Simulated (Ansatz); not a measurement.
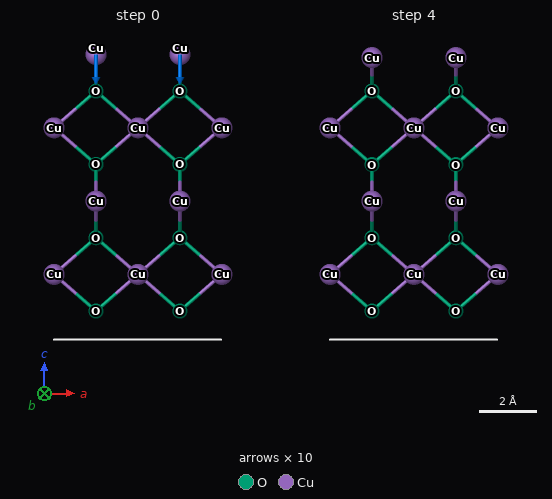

The structure of a slab of composition CuO (cut from the Cccm phase) before (left) and after (right) a constrained relaxation, at one scale. The blue arrows give the displacements, 10 times their true length.

A ball-and-stick model of the 2 × 3 repeat of the cell, outlined in the plane, without the vacuum, seen along the b axis.

Case: clean slab, lower half held. The slab is the (0 0 1) face of CuO. 4 atoms are held fixed.

Level of theory: DFT PBE, scalar-relativistic, plane waves, PAW (Ansatz 0.2.0). (plane-wave cutoff 420 eV; k-point mesh 10 × 10 × 1; occupations gaussian; smearing width 0.1 eV; no spin polarisation; dipole correction; atoms relaxed in a fixed cell; force threshold 0.03 eV/Å; at most 70 steps)

Summarise the run.

The energy falls by 36.3 meV per cell of the calculation in 4 geometry steps. The largest force component goes from 0.64 to 0.0007 eV/Å. The atom that moves furthest is a Cu atom (0.11 Å along the normal (−c)). By element the largest moves are Cu 0.11 Å, O 0.01 Å. The cell doesn't change. Near-neighbour distances that change, for instance: Cu–O 1.958 → 1.886 Å. Bond angles that change, for instance: Cu–O–Cu 97.7° → 102.9°, O–Cu–O 97.7° → 102.9°.
